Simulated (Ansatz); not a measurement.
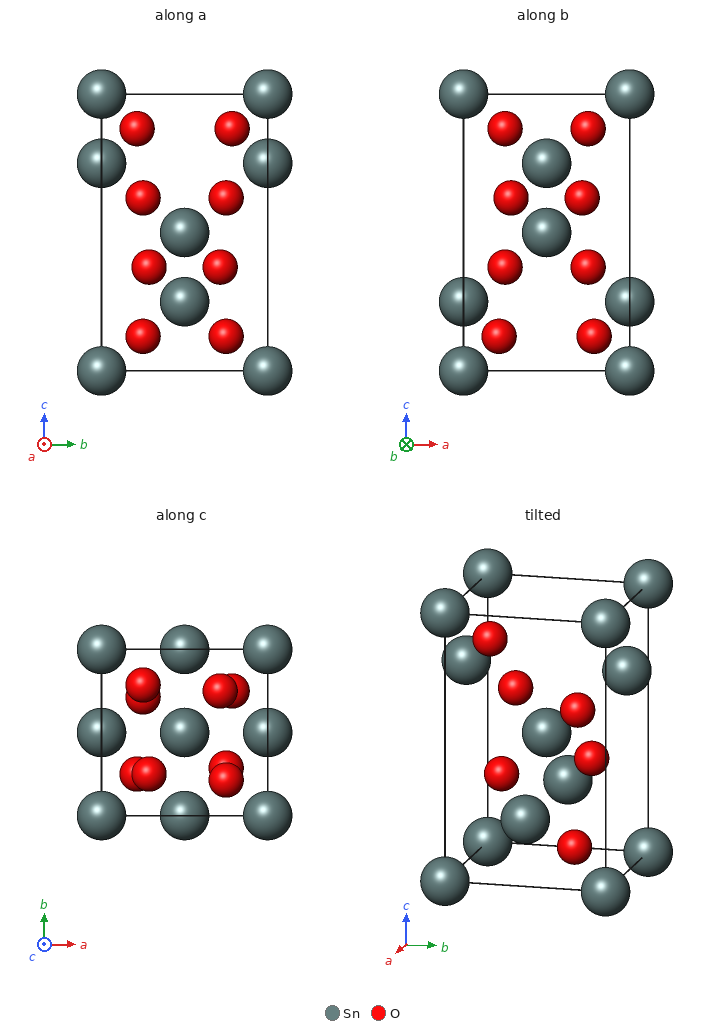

Spheres-only representation of a periodic structure, projected along the a axis, along the b axis, along the c axis and slightly off an axis. The parallelepiped is the conventional unit cell.

Lattice parameters: a = 4.376 Å, b = 4.376 Å, c = 7.292 Å, α = 90.00°, β = 90.00°, γ = 90.00°.

**Reconstruct the structure as a table of Wyckoff sites, with free fractional coordinates to two decimals.**

Space group I-42d (No. 122).
```
atom  site     x     y       z
  Sn    4a  0.00  0.00    0.00
   O    8d  0.21  0.25  0.1250
```

Provenance: a generated cell, made by putting these elements into a known structure type (the compound may or may not exist in this form); not relaxed. Ansatz was used for an electronic-structure calculation on it.

At this level of theory the cell isn't at rest (compressed, at 138 GPa and forces up to 11.5 eV/Å), so its distances can differ from those at equilibrium, the more so the softer the solid.
